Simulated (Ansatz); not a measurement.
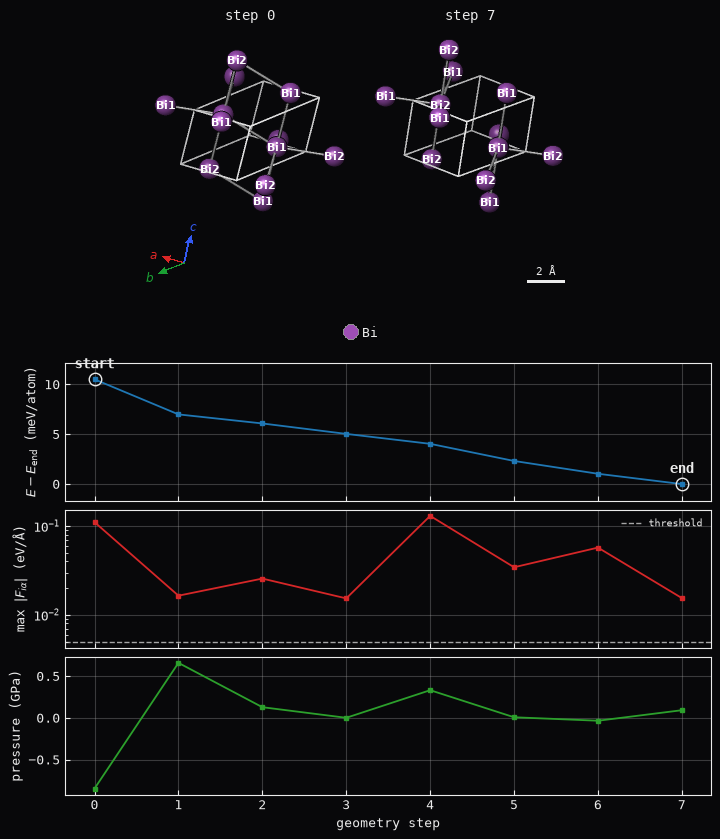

First and last geometry of a relaxation of crystalline Bi (set up in C2/m), with the history of the run. The picture is a ball-and-stick view of the cell of the calculation, seen from a free direction.

Theory: Ansatz, DFT r2SCAN, scalar-relativistic, plane waves, PAW. Settings: plane-wave cutoff 500 eV; k-point mesh 10 × 10 × 14; occupations gaussian; smearing width 0.1 eV; no spin polarisation; cell and atoms relaxed; force threshold 0.005 eV/Å; at most 80 steps.

Q: What do the curves and the structures tell?

A: The run was cut off at its time limit before the relaxation converged, so the last structure is only a point on the way. The largest moves relative to the cell, 0.18 Å, are those of Bi1 and Bi2. Bi1 goes roughly along [−1 −1 −3]. Cell: a = b 4.689 → 4.623 Å (−1.4 %), c 3.359 → 3.327 Å (−1.0 %), α 106.2° → 99.3°, β 106.2° → 99.3°, γ 83.8° → 87.0°. Volume +1.7 %. Among the contacts that change: Bi1–Bi2 3.446 → 3.997 Å, Bi1–Bi2 (another image) 3.212 → 3.044 Å, Bi1–Bi1 3.359 → 3.327 Å, Bi1–Bi2 (another image) 3.281 → 3.254 Å. Among the angles between lasting bonds that change: Bi2–Bi1–Bi2 145.4° → 155.7°, Bi1–Bi1–Bi2 72.7° → 78.6°, Bi1–Bi1–Bi2 107.3° → 101.4°. The space group stays C2/m (No. 12). After 7 geometry steps the energy has fallen by 10.5 meV per atom. The largest force component goes from 0.11 to 0.015 eV/Å. Pressure: −0.85 GPa at the start and 0.09 GPa at the end. The run took of the order of 15 core-minutes on a shared host.

```tsv
step	E − E(0), meV/atom	largest force component, eV/Å	pressure, GPa	volume, Å³/atom
0	0.00	0.1109	-0.85	34.026
1	-3.52	0.0164	0.66	33.218
2	-4.42	0.0256	0.13	33.557
3	-5.47	0.0153	0.00	33.767
4	-6.47	0.1306	0.33	34.286
5	-8.19	0.0344	0.01	34.409
6	-9.47	0.0573	-0.03	34.450
7	-10.51	0.0155	0.09	34.604
```
